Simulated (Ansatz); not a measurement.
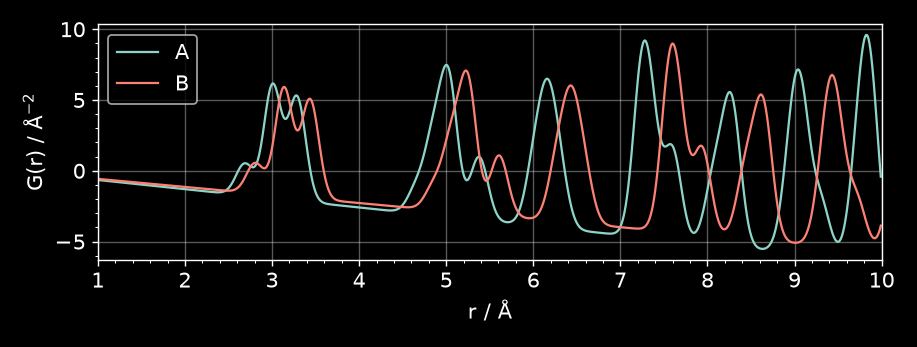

Computed X-ray G(r), with each pair weighted by the product of the atomic numbers (X-ray weights at Q = 0) and a uniform peak width σ = 0.10 Å. There is no Q-range truncation. Both curves are of Ge in space group Pm-3n, for two cells of different size. A: the input geometry of an electronic-structure calculation (not necessarily at equilibrium); the starting structure was generated, so it need not be a known form of this composition; B: the input geometry of an electronic-structure calculation (not necessarily at equilibrium); the starting structure was generated, so it need not be a known form of this composition.

> How does the volume of B compare with that of A?

Cell B is larger: the volume of B is 13.7 % above that of A (19.42 and 22.09 Å³ per atom), a mean linear change of 4.4 %. The shortest distance is 2.688 Å in A and 2.806 Å in B.

> Give both cells.

Cell A: a = 5.376 Å, b = 5.376 Å, c = 5.376 Å, α = 90.00°, β = 90.00°, γ = 90.00°
Cell B: a = 5.612 Å, b = 5.612 Å, c = 5.612 Å, α = 90.00°, β = 90.00°, γ = 90.00°
